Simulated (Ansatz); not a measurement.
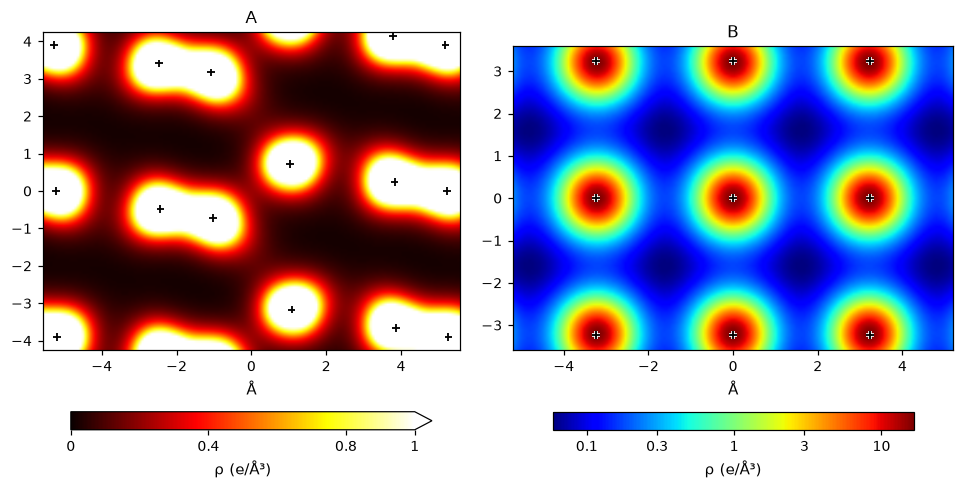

The valence pseudo-density of 2 systems, each on a plane through atoms (crosses mark nuclei in the plane).

Theory: DFT PBEsol, scalar-relativistic, plane waves, PAW (Ansatz 0.2.0).

System 1: C, the (110) plane of the conventional cell. Space group P-1; a structure from a database of computed crystals, not necessarily the ambient phase; not relaxed (largest force 1.7 eV/Å); computed pressure about −2 GPa in this cell.

System 2: Sn, the (001) plane of the conventional cell. Space group I4/mmm.

```cif
data_structure
_symmetry_space_group_name_H-M 'P 1'
_symmetry_Int_Tables_number 1
_cell_length_a 3.2347
_cell_length_b 3.2347
_cell_length_c 5.0678
_cell_angle_alpha 90.000
_cell_angle_beta 90.000
_cell_angle_gamma 90.000
_cell_volume 53.02
loop_
_atom_site_label
_atom_site_type_symbol
_atom_site_fract_x
_atom_site_fract_y
_atom_site_fract_z
_atom_site_occupancy
Sn1 Sn 0.00000 0.00000 0.00000 1
Sn2 Sn 0.50000 0.50000 0.50000 1
```

Which map belongs to which system?

Answer. Panel A is system 1, C: the plane holds C. C–C (1.42 Å): ρ at the midpoint is about 2 e/Å³. Panel B is system 2, Sn: the plane holds Sn. Sn–Sn (3.23 Å): ρ at the midpoint is about 0.17 e/Å³.
